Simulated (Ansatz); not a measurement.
System: Au.

```
Au
1.0
     0.00000    0.00000    3.31454
     3.31454    0.00000    0.00000
     0.00000    3.21510    0.00000
Au
2
Cartesian
  0.0000 0.0000 0.0000
  1.6573 1.6076 1.6573
```

Space group I4/mmm; a structure from a database of computed crystals, not necessarily the ambient phase; changed on purpose from its base cell (strain -0.0300 x Voigt [0, 1, 0, 0, 0, 0], atoms carried along); computed pressure about −6 GPa in this cell; computed without spin polarisation.

All numbers below come from DFT PBEsol, scalar-relativistic, plane waves, PAW in Ansatz 0.2.0.

What will maps of the valence pseudo-density and electron localisation function show?

Au–Au (2.84 Å): the density is about 0.31 e/Å³ at the midpoint; the ELF is about 0.20 at the midpoint (no shared electron pair shows on this line).

Does the calculation give a band gap?

It is gapless in this calculation (a metal or semimetal).

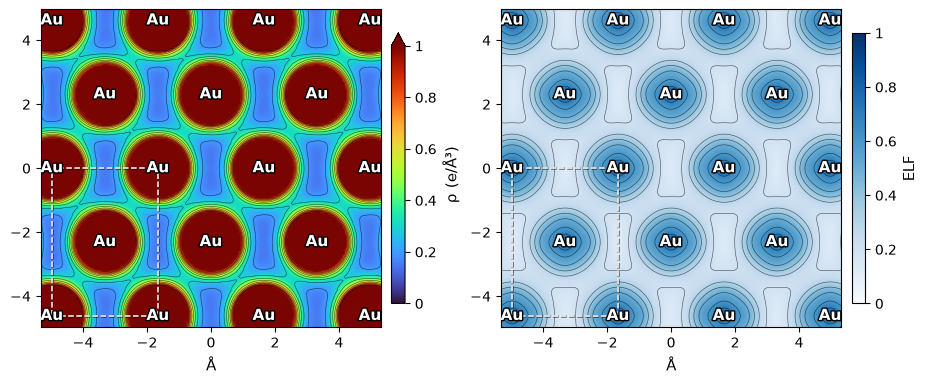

Computed valence pseudo-density and electron localisation function on the (101̄) plane of the conventional cell, in this order. 

In a PAW calculation such maps are meaningful between the atoms, not at the nuclei.
